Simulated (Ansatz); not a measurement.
System: TiCo, space group Pm-3m (No. 221), 2 atoms in the cell.

Space group Pm-3m (No. 221). a = 2.939 Å, b = 2.939 Å, c = 2.939 Å, α = 90.00°, β = 90.00°, γ = 90.00°
```tsv
atom	site	symmetry	x	y	z
Ti	1a	m-3m	0.0000	0.0000	0.0000
Co	1b	m-3m	0.5000	0.5000	0.5000
```

Computed with Ansatz: DFT PBEsol, scalar-relativistic, plane waves, PAW, spin-polarised, 14×14×14 k mesh, 420 eV cutoff.

What does the calculation give for the electronic structure? The path is Γ–X–M–Γ–R–X|R–M.

A metal: 2 spin-up and 3 spin-down bands cross the Fermi level along this path. Bands cross the Fermi level on every line of the path. At M the nearest levels lie 0.23 eV below and 0.14 eV above the Fermi level.

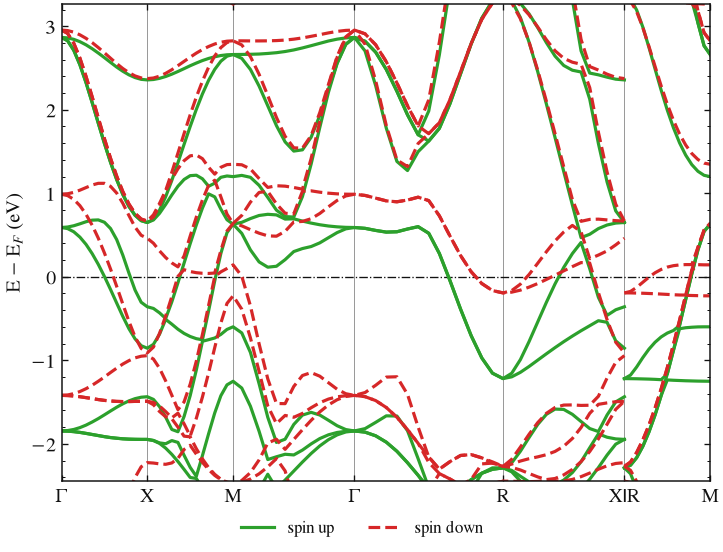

Band structure. Energies are counted from the Fermi level.
